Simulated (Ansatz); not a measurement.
System: C, space group P6_3/mmc, 12 atoms in the cell. The cell is scaled at fixed shape and fractional positions. At 5.67 Å³/atom, a = 2.522 Å, c = 12.356 Å (hexagonal axes). Level of theory: rPW86-PBE, Ansatz PAW, no spin polarisation, no spin-orbit coupling, 12×12×3 k mesh, 420 eV cutoff, Fermi-Dirac smearing of 0.05 eV; code Ansatz 0.2.0.

At 5.67 Å³/atom the lowest conduction levels at the points plotted lie 4.84 eV (M), 5.42 eV (Γ) and 5.92 eV (K) above the valence top at Γ.

How does each level move from 5.33 Å³/atom to 6.01 Å³/atom?

Answer. M falls by 0.31 eV, Γ falls by 0.28 eV and K falls by 0.14 eV. Straight lines against ln V have slopes of −2.6 eV at M, −2.3 eV at Γ and −1.1 eV at K. The lowest is the one at M, over the whole range.

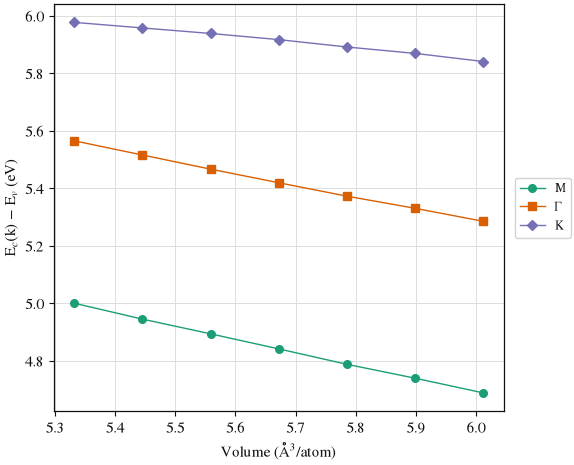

Lowest conduction level at each named k point, counted from the valence-band top at Γ.

| volume | M (eV) | Γ (eV) | K (eV) |
| --- | --- | --- | --- |
| 5.33 Å³/atom | 5.00 | 5.57 | 5.98 |
| 5.45 Å³/atom | 4.94 | 5.52 | 5.96 |
| 5.56 Å³/atom | 4.89 | 5.47 | 5.94 |
| 5.67 Å³/atom | 4.84 | 5.42 | 5.92 |
| 5.79 Å³/atom | 4.79 | 5.37 | 5.89 |
| 5.90 Å³/atom | 4.74 | 5.33 | 5.87 |
| 6.01 Å³/atom | 4.69 | 5.29 | 5.84 |

The smallest gap over all k points computed is 4.81, 4.75, 4.69, 4.64, 4.58, 4.52 and 4.47 eV in turn; it lies up to 0.22 eV under the lowest value plotted. The PAW data sets were made with another functional. LDA, GGA and most meta-GGA functionals understate gaps. This is a hexagonal form of diamond, not graphite. A mesh with an odd division misses points of the zone boundary, where a smaller gap can lie.
